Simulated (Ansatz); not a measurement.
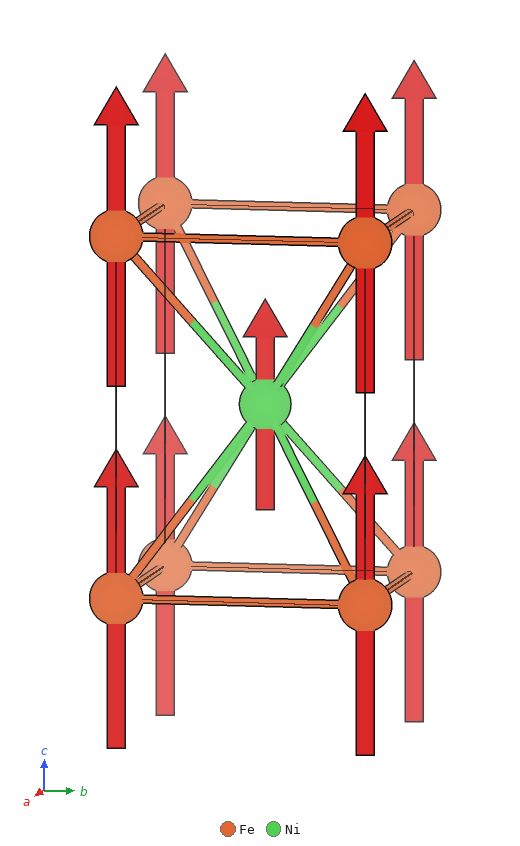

Drawn in the ball-and-stick manner and seen slightly off an axis. The wireframe shows the simulation cell. Arrows are the site magnetic moments above 0.25 μB; longer means larger, and red and blue are up and down (without spin-orbit coupling the axis itself is arbitrary).

This is the state reached for FeNi. Method: Ansatz 0.2.0, DFT PBEsol, scalar-relativistic, plane waves, PAW; plane-wave cutoff 420 eV, 16×16×12 k-mesh, Gaussian smearing of 0.1 eV, collinear spins.

> What is the magnetic arrangement?

Ferromagnetic (within this cell). Site moments: 1 Fe +2.5 μB and 1 Ni +0.7 μB. The net spin moment of the whole cell is 3.1 μB.

The initial geometry was a structure listed in the Materials Project. It was relaxed with DFT PBEsol, scalar-relativistic, plane waves, PAW (Ansatz) under a constraint or pressure on the cell, so some stress remains.
